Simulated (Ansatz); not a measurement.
AlRu

The calculation's input:

```
crystal:
  lattice:
    - [3.081348, 0.0, 0.0]
    - [0.0, 3.081348, 0.0]
    - [0.0, 0.0, 3.036474]
  atoms:
    - { symbol: Al, position: [0.0, 0.0, 0.0] }
    - { symbol: Ru, position: [0.5, 0.5, 0.5] }
basis:
  ecutwfc: 420
kpoints:
  mp_grid: { grid: [16, 16, 16] }
hamiltonian:
  xc: pbesol
scf:
  occupations: { method: gaussian, width: 0.15 }
output:
  forces: true
  stress: true
  eigenvalues: true
  write_density: true
  write_potential: true
  elf: true
  volumetric_format: npy
```

Command:

```sh
ansatz run input.yaml --threads 1 --pin off --max-ram 2560MiB --backend cpu --events-out ev --progress --plain --runs-dir out
```

Below, planes, directions and counts refer to the conventional cell (a = 3.08 Å, b = 3.08 Å, c = 3.04 Å, α = 90.00°, β = 90.00°, γ = 90.00°).

Space group P4/mmm; changed on purpose from its base cell (strain +0.030 along x and y, +0.015 along z, atoms carried along); computed pressure about −16 GPa in this cell; computed without spin polarisation.

Level of theory: DFT PBEsol, scalar-relativistic, plane waves, PAW in Ansatz 0.2.0.

Q: Predict the valence pseudo-density and electron localisation function between the atoms.

A: Al–Ru (2.66 Å): ρ at the midpoint is about 0.32 e/Å³; the ELF is about 0.40 at the midpoint.
Ru–Ru (3.08 Å): ρ at the midpoint is about 0.25 e/Å³; the ELF is about 0.35 at the midpoint (no shared electron pair shows on this line).

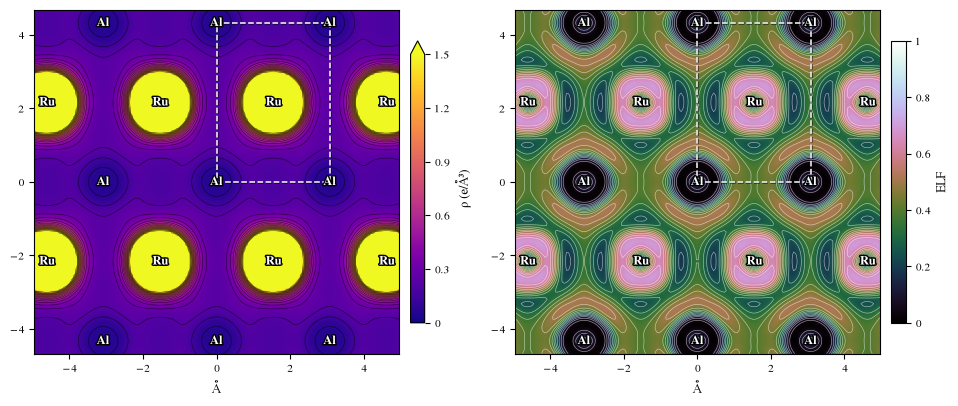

Computed valence pseudo-density and electron localisation function on the (101) plane of the conventional cell, in this order. 

Core electrons are frozen (PAW), and the valence fields are smoothed inside the atomic spheres.
